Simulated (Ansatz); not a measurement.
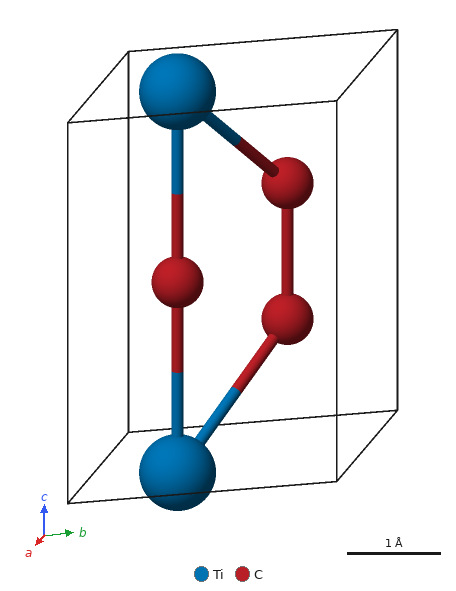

A ball-and-stick rendering, viewed slightly off an axis. Thin lines show the conventional unit cell, with boundary atoms drawn in all their periodic places. Cell: a = 3.05 Å, b = 3.05 Å, c = 4.26 Å, α = 90.00°, β = 90.00°, γ = 120.00°.

Provenance: a structure type filled with these elements by a generator (whether the compound takes this form wasn't checked). Earlier steps of the study may have refined or changed the cell and positions. A calculation with Ansatz used it as input.

Q: Explain the picture.

A: The material is TiC3. It belongs to space group P-6m2 (No. 187) and has a primitive hexagonal lattice. Counting shared atoms by their share gives 1 Ti, 3 C, or 4 atoms. Ti is surrounded by eight C at about 2.1 to 2.2 Å. C takes two kinds of site: 1f with two Ti in a linear arrangement at about 2.1 Å; 2h with three Ti and one C (about 2.2 Å to Ti, 1.5 Å to C). Not all metal-metal contacts are counted. The bonds build a three-dimensional framework.

Theory: DFT PBE, scalar-relativistic, plane waves, PAW (Ansatz 0.2.0). Numerical settings: 420 eV cutoff, 18×18×12 k-mesh, Gaussian smearing of 0.1 eV, no spin polarisation.

Q: Is the electronic structure metallic or gapped?

A: A metal: bands cross the Fermi level.

Q: What does a Bader analysis give?

A: Ti +1.50 e; C -0.64 to -0.22 e.

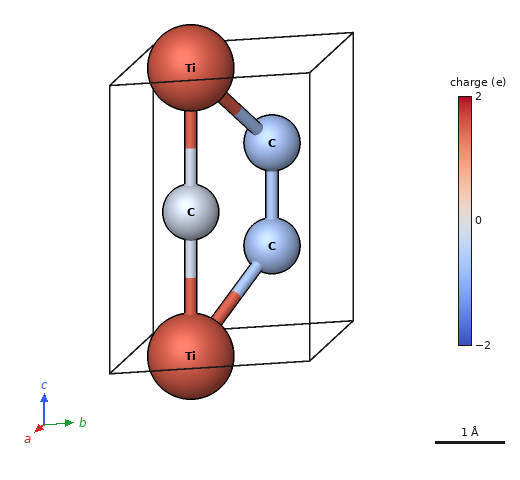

The atoms coloured by those charges. The run's cell of 4 atoms is drawn.

Q: Has the structure come to rest?

A: Yes. The largest force is 0.01 eV/Å. The pressure is 0.0 GPa, close to zero.
